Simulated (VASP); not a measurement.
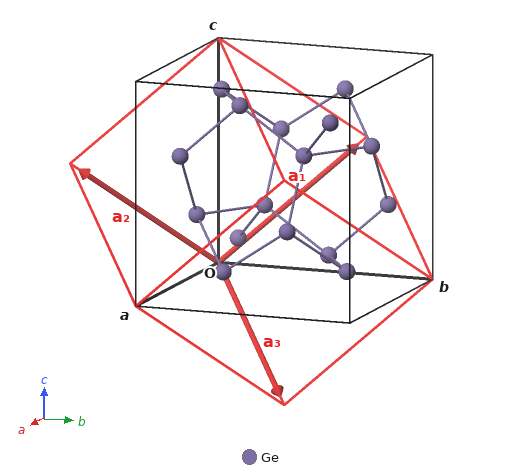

The conventional cell (thin) and a primitive cell (coloured, vectors a₁, a₂, a₃). Crystal: Ge, a cell listed in the Materials Project, as set up for an electronic-structure calculation. Geometry calculated from the standardised cell; symmetry tolerance 0.002 Å.

a = 6.968 Å, b = 6.968 Å, c = 6.968 Å, α = 90.00°, β = 90.00°, γ = 90.00°.

### What is the centring, and how are the primitive vectors built?

I, body-centred cubic, with lattice points at (0, 0, 0), (1/2, 1/2, 1/2). a₁ = −1/2 a + 1/2 b + 1/2 c; a₂ = 1/2 a − 1/2 b + 1/2 c; a₃ = 1/2 a + 1/2 b − 1/2 c.

### Give the primitive cell's size and content.

Edges 6.035, 6.035, 6.035 Å; angles 109.47°, 109.47°, 109.47°; volume 169.18 Å³, 1/2 of the conventional cell; 8 of its 16 atoms.
